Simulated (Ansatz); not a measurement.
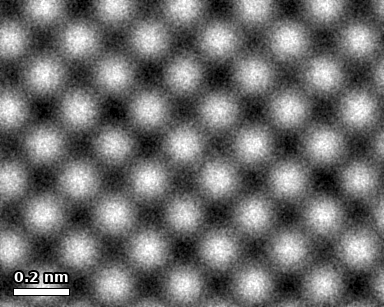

HAADF-like image of Ni (Fd-3m, No. 227). Simulated incoherent Z contrast: every atom adds Z^1.7 spread by a probe of 1.09 Å full width; channelling and multiple scattering are left out. The display is stretched by a gamma of 0.8; percentages refer to the linear signal. Shot noise and the speckle of an amorphous layer were added. Structure: coordinates from a relaxation with DFT, PBE, plane waves (420 eV) with PAW, scalar-relativistic (Ansatz 0.2.0); the starting structure was generated, so it need not be a known form of this composition.

```
CELL_PARAMETERS angstrom
5.10024 0.00000 0.00000
0.00000 5.10024 0.00000
0.00000 0.00000 5.10024
ATOMIC_POSITIONS crystal
Ni 0.75000 0.75000 0.75000
Ni 0.00000 0.50000 0.00000
Ni 0.75000 0.25000 0.25000
Ni 0.00000 0.00000 0.50000
Ni 0.25000 0.75000 0.25000
Ni 0.50000 0.50000 0.50000
Ni 0.25000 0.25000 0.75000
Ni 0.50000 0.00000 0.00000
```

### Along which zone axis is the crystal seen: [111], [221], [001] or [110]? (Directions equivalent by symmetry count as one.)

[001]. The projected cells are 2.08 × 2.08 Å, 120° for [111]; 0.60 × 1.80 Å, 90° for [221]; 1.80 × 1.80 Å, 90° for [001]; 3.12 × 3.12 Å, 109° for [110], and the image repeats as the [001] one does.
